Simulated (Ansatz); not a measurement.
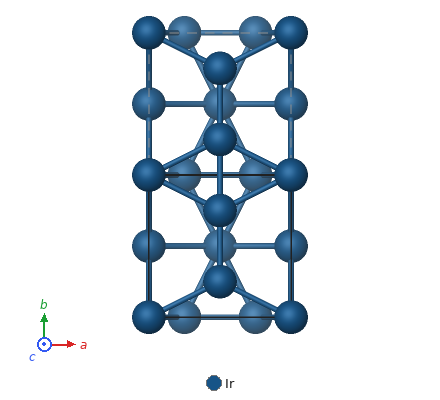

The structure, seen along [001]; the drawing may span several cells.

Given this structure, coordinates from a relaxation with DFT, revPBE, plane waves (420 eV) with PAW, scalar-relativistic in Ansatz 0.2.0; the starting structure was generated, so it need not be a known form of this composition, written in its standard cell:

Space group Pm-3n (No. 223). a = 4.961 Å, b = 4.961 Å, c = 4.961 Å, α = 90.00°, β = 90.00°, γ = 90.00°
| atom | site | symmetry | x | y | z |
| --- | --- | --- | --- | --- | --- |
| Ir | 2a | m-3. | 0.0000 | 0.0000 | 0.0000 |
| Ir | 6c | -4m.2 | 0.2500 | 0.0000 | 0.5000 |

**Predict the [001] zone-axis pattern (200 kV, kinematic, B = 0.8 Å²).**

The spots form a square net with both shortest vectors at d = 4.96 Å, 90.0° apart. They are 1 0 0 (itself extinct) and 0 1 0 (itself extinct). The pattern has symmetry 4mm. A screw axis and a glide plane both extinguish reflections such as 0 1 0, 1 0 0, 0 3 0; reflections such as 1 4 0, 4 -1 0 are allowed by the space group but vanish because the atoms sit on special positions; reflections such as 1 -1 0, 1 1 0, 2 -2 0 are allowed but too weak to see at this display level.

Strongest reflections with d > 1.52 Å, one of each family (|F|² from tabulated Gaussian fits of the electron scattering factors, times a small damping for the curvature of the Ewald sphere):

| hkl | d (Å) | I (strongest = 100) |
| --- | --- | --- |
| 2 0 0 | 2.480 | 100 |
| 2 1 0 | 2.219 | 84 |

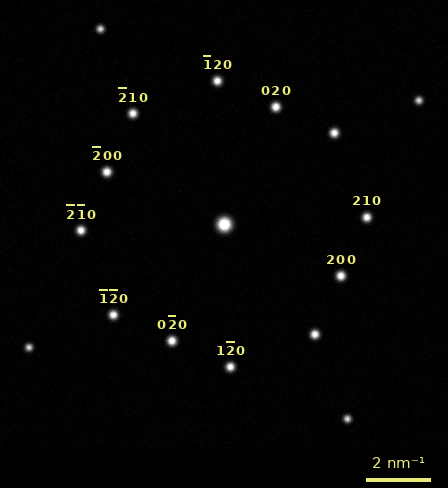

Calculated pattern, seen from the source side with [001] pointing towards the source.
